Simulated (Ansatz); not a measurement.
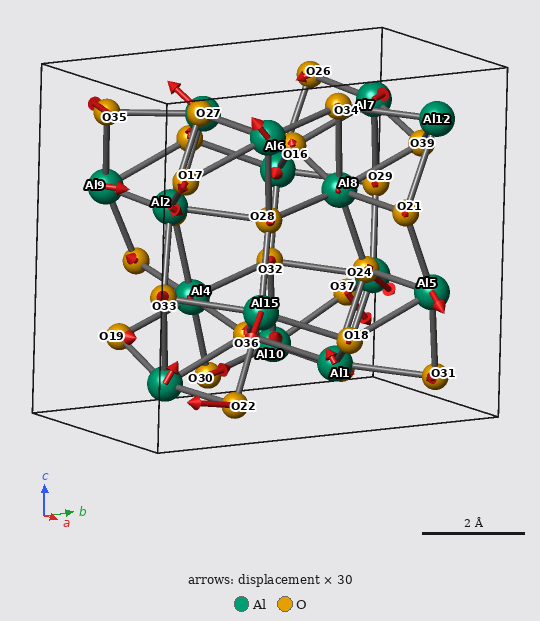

A relaxation of a defect cell of composition Al$_{5}$O$_{8}$ (cell charge −1). The starting structure is drawn; red arrows show the displacements, magnified 30 times.

A ball-and-stick model of the cell of the calculation, seen slightly off an axis.

All numbers below come from DFT PBEsol, scalar-relativistic, plane waves, PAW (Ansatz 0.2.0). Set-up: plane-wave cutoff 420 eV; k-point mesh 2 × 2 × 2; occupations gaussian; smearing width 0.02 eV; mesh shifted by (0.5, 0.5, 0.5); collinear spin; atoms relaxed in a fixed cell; force threshold 0.03 eV/Å; at most 40 steps.

### What happened in the run?

The energy falls by 75.6 meV per cell of the calculation in 3 geometry steps. Largest force component: 0.49 eV/Å at the start, 0.0084 eV/Å at the end. The largest move is that of an O atom, 0.039 Å roughly along [1 −3 1]. Largest moves by element: O 0.039 Å, Al 0.033 Å. The lattice vectors keep their values. Some distances before and after: Al–O 1.897 → 1.922 Å, Al–O 1.810 → 1.788 Å, Al–O 1.833 → 1.814 Å, Al–O 1.896 → 1.879 Å. Cost: 56 s on 8 threads of Arm Neoverse V1, on a shared host, peak memory 1.8 GiB.

Limits of the set-up: the periodic images lie only 7.0 Å apart, so the values are limited by the cell's size; the cell is charged, on a uniform background, and energies carry no finite-size correction.
